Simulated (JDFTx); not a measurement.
# Energy of BeS along an even scaling of the cell

System: BeS (F-43m, 2 atoms in the cell).
Method: Kohn-Sham DFT of a periodic cell, PBE, PseudoDojo-SR-PBE-0.5-standard, no spin polarisation (JDFTx 1.7.0 (patched build)).

The 7 runs differ only in the geometry, by an even scaling of the cell at fixed fractional positions. The structure derives from an entry of the Crystallography Open Database.

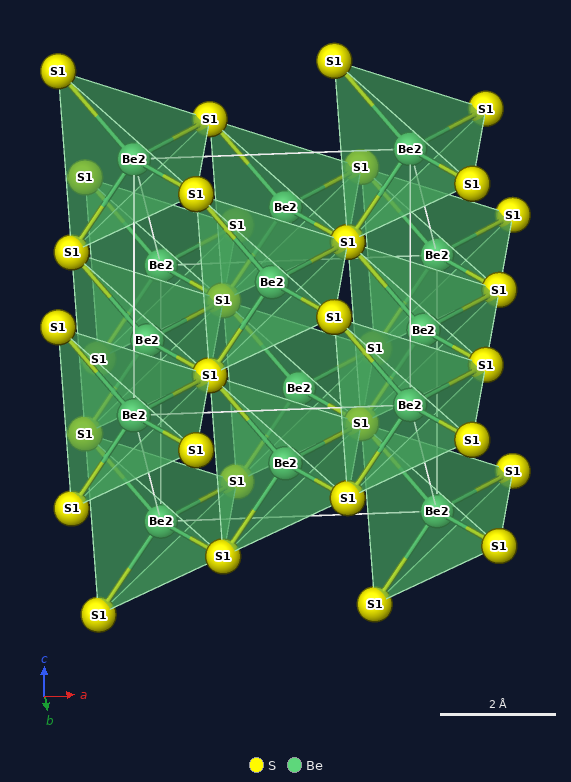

Figure 1. The structure of run 4 (polyhedral view of the cell 4 times as large as that of the calculation, set on its symmetry axes, seen at an oblique angle; polyhedra are completed across the faces of the cell; atoms are numbered from 1 in the order of the input).

### Input of run 4
```
lattice \
    0.0000000000     4.5825858522     4.5825858522 \
    4.5825858522     0.0000000000     4.5825858522 \
    4.5825858522     4.5825858522     0.0000000000
coords-type Lattice
ion S      0.7500000000     0.7500000000     0.7500000000 1
ion Be     0.0000000000     0.0000000000     0.0000000000 1

ion-species pseudo/S.upf
ion-species pseudo/Be.upf
elec-cutoff 44
elec-ex-corr gga-PBE
kpoint-folding 9 9 9
elec-smearing Fermi 0.0018374661
elec-n-bands 10
electronic-SCF nIterations 100 energyDiffThreshold 1e-08
electronic-minimize nIterations 30 energyDiffThreshold 1e-7
forces-output-coords Cartesian

dump-name run.$VAR
dump End Ecomponents EigStats BandEigs Kpoints Forces Stress ElecDensity Dtot KEdensity
```

Command:
```bash
jdftx -c 1 -i BeS.in -o BeS.out
```

Lattice vectors (Å) and fractional positions of run 4:
```
   0.000000    2.425000    2.425000
   2.425000    0.000000    2.425000
   2.425000    2.425000    0.000000
S   0.750000  0.750000  0.750000
Be  0.000000  0.000000  0.000000
```

Run 2 differs from it as follows:
```diff
-    0.0000000000     4.5825858522     4.5825858522 \
-    4.5825858522     0.0000000000     4.5825858522 \
-    4.5825858522     4.5825858522     0.0000000000
+    0.0000000000     4.5206514242     4.5206514242 \
+    4.5206514242     0.0000000000     4.5206514242 \
+    4.5206514242     4.5206514242     0.0000000000
```

### Results, with one run withheld

| run | volume per atom (Å³) | free energy per atom, from the lowest run given (meV) | pressure (GPa) | gap on the mesh (eV) |
| --- | --- | --- | --- | --- |
| 1 | 13.405 | 28.04 | 8.61 | 3.07 |
| 2 | 13.690 | ? | ? | ? |
| 3 | 13.975 | 6.20 | 3.79 | 3.16 |
| 4 | 14.261 | 1.32 | 1.70 | 3.21 |
| 5 | 14.546 | 0.00 | −0.21 | 3.25 |
| 6 | 14.831 | 1.91 | −1.93 | 3.29 |
| 7 | 15.116 | 6.75 | −3.51 | 3.32 |

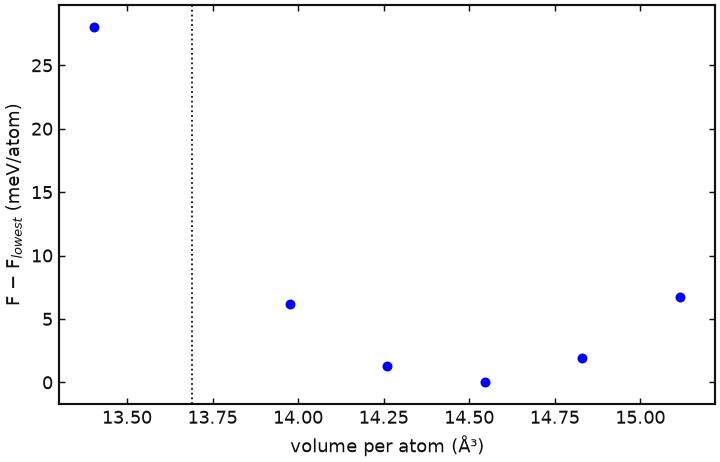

Figure 2. Free energy per atom of the runs given; the dotted line marks run 2.

Fit the runs given and predict run 2.

A cubic polynomial in V^(−2/3) (the Birch–Murnaghan form), fitted to the 6 runs given, misses them by under 0.01 meV per atom. With x = V^(−2/3) − 0.16944 Å⁻², it reads F = 0.62969 + 931.7 x + 3.3547e+05 x² − 1.7822e+05 x³ (meV per atom). At run 2 it gives 14.97 meV per atom, and the run itself gives 14.97. The slope of the fit gives a pressure −dF/dV of 6.10 GPa there, and the run prints 6.08 GPa. The fit has its minimum at 14.515 Å³ per atom, where V d²F/dV² gives 93.2 GPa: the bulk modulus at this level, since symmetry fixes the shape and the positions. The gap on the mesh goes, without turning, from 3.07 eV in run 1 to 3.32 eV in run 7; run 2 has 3.12 eV. These are gaps of this functional on this mesh, which can miss the band edges; they aren't the measured gap.

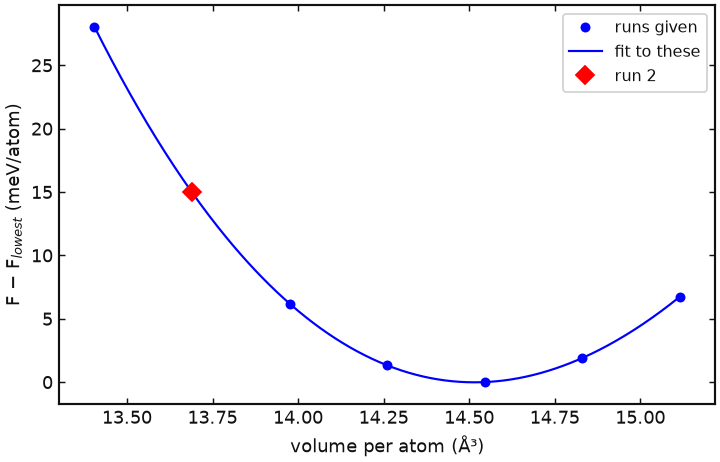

Figure 3. The fit and the withheld run.

### Some lines of the output (run 2)
```
[...]
unit cell volume = 184.771
     Etot =      -24.2910446762319552
        F =      -24.2910446762319552
	HOMO-LUMO gap: +0.114562
	Optical gap  : +0.207439 at state 0 ( [ +0.000000 +0.000000 +0.000000 ] spin 0 )
```

Notes: Points of doubt noted for this run: empty levels loose.
